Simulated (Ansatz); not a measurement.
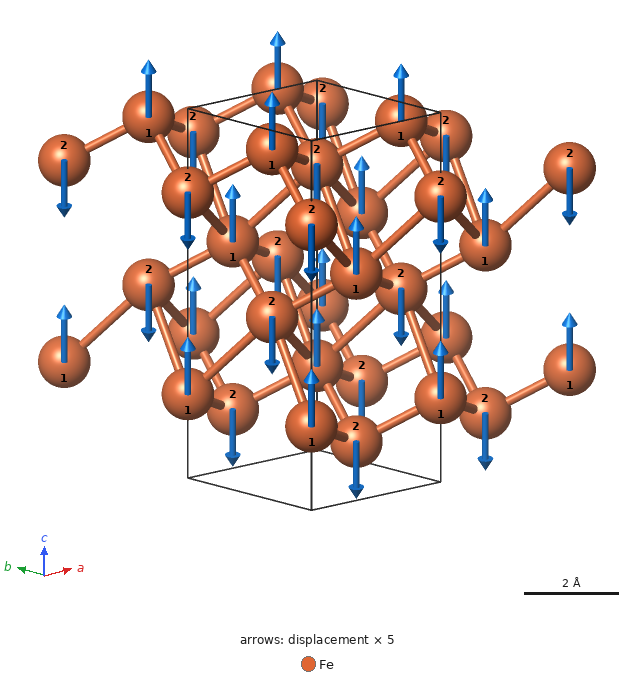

This is a relaxation of a crystal of Fe (built on the grey arsenic (A7)_166 type) (coarse preliminary run). The starting structure is drawn; blue arrows show the displacements (the part carried along by the change of the cell is left out), magnified 5 times.

A ball-and-stick model of the conventional cell (3 times the calculation's cell), repeated 2 × 2 × 1 with one cell outlined, seen from a free direction. Lengths and directions refer to the drawn axes.

Case: grey arsenic (A7) type (R-3m, No. 166).

Computed with DFT PBE, scalar-relativistic, plane waves, PAW in Ansatz 0.2.0.

Input file:
```yaml
crystal:
  lattice:
    - [1.5630294866, 0.9024154948, 2.8984507864]
    - [-1.5630294866, 0.9024154948, 2.8984507864]
    - [0.0, -1.8048309896, 2.8984507864]
  atoms:
    - { symbol: Fe, position: [0.22754, 0.22754, 0.22754], spin: 1.47 }
    - { symbol: Fe, position: [0.77246, 0.77246, 0.77246], spin: 1.47 }
basis:
  ecutwfc: 420
kpoints:
  mp_grid: { grid: [6, 6, 6] }
hamiltonian:
  xc: pbe
scf:
  occupations: { method: gaussian, width: 0.1 }
  lower_state_search: "off"
output:
  forces: true
  stress: true
  eigenvalues: true
  populations: true
magnetization:
  spin_polarized: true
relax:
  adjacent_minimum: "off"
  f_tol: 0.04
  max_steps: 70
  cell: { stress_tol: 0.4 }
```

What did the optimiser do to the structure, and how much energy did it gain?

The largest moves relative to the cell, 0.27 Å, are those of Fe1 and Fe2. Fe1 goes along +c. The drawn cell changes as follows: a = b 3.126 → 2.617 Å (−16.3 %), c 8.695 → 12.037 Å (+38.4 %); the volume changes by −3.0 %. Near-neighbour distances that change, for instance: Fe1–Fe1 3.126 → 2.617 Å, Fe1–Fe2 2.092 → 2.512 Å, Fe1–Fe2 (another image) 2.577 → 2.512 Å. Bond angles that change, for instance: Fe2–Fe1–Fe2 96.7° → 62.8°, Fe2–Fe1–Fe2 93.4° → 117.2°, Fe2–Fe1–Fe2 164.8° → 180.0°. The space group stays R-3m (No. 166). The energy falls by 945 meV per atom in 14 accepted moves (19 points after the start). Largest force component: 2.8 eV/Å at the start, 0.00013 eV/Å at the end. Pressure: 13.83 GPa at the start and 0.01 GPa at the end. The line search rejected the trial steps at points 6, 14 of the run. At 3 points the geometry stayed and the basis and grid were re-selected for the new cell (energy shift of 75.4 meV per atom at most each time).
